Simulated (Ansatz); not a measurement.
System: BiSe₃.

```yaml
crystal:
  lattice:
    - [5.98039, 0.00000, 0.00000]
    - [0.00000, 5.98039, 0.00000]
    - [0.00000, 0.00000, 5.95587]
  atoms:
    - { symbol: Bi, position: [0.00000, 0.50000, 0.50000] }
    - { symbol: Bi, position: [0.50000, 0.00000, 0.50000] }
    - { symbol: Se, position: [0.85922, 0.35922, 0.00000] }
    - { symbol: Se, position: [0.14078, 0.64078, 0.00000] }
    - { symbol: Se, position: [0.35922, 0.14078, 0.00000] }
    - { symbol: Se, position: [0.64078, 0.85922, 0.00000] }
    - { symbol: Se, position: [0.50000, 0.50000, 0.50000] }
    - { symbol: Se, position: [0.00000, 0.00000, 0.50000] }
```

Space group P4/mbm; a structure generated by program, which may or may not match a known phase.

All numbers below come from DFT PBE, scalar-relativistic, plane waves, PAW (Ansatz 0.2.0).

### What can the converged valence pseudo-density and electron localisation function tell about the bonding?

Bi–Se (2.99 Å): ρ is about 0.25 e/Å³ halfway; the ELF is about 0.35 at the midpoint.
Bader's partition of the density gives Bi +1.06 and Se −0.64 to −0.21 e.

### Metal or insulator at this level of theory?

It is metallic or semimetallic at this level of theory: no gap opens.

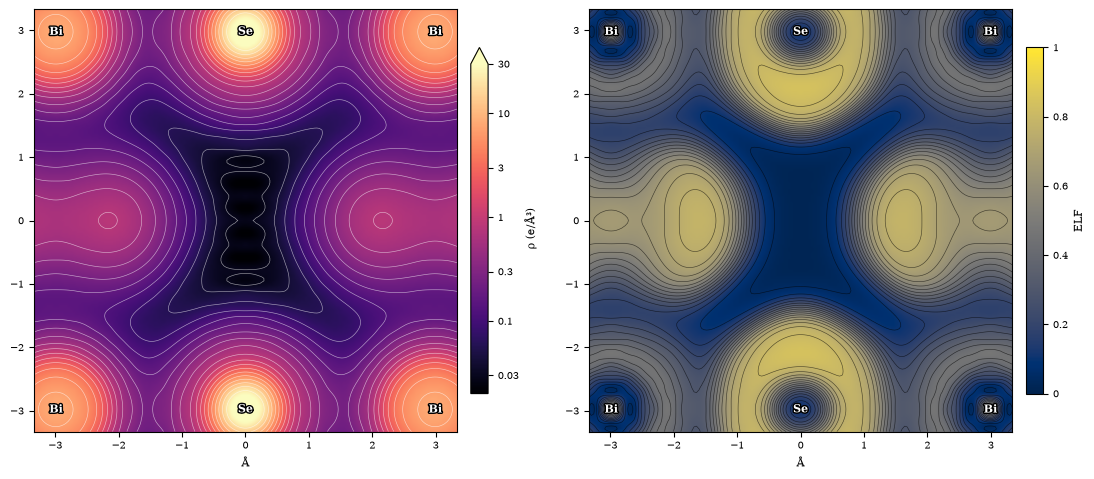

Computed valence pseudo-density and electron localisation function on the (010) plane of the conventional cell, in this order. Atoms just off the plane (Se, 0.8 Å away) can leave unmarked features too.

Core electrons are frozen (PAW), and the valence fields are smoothed inside the atomic spheres.
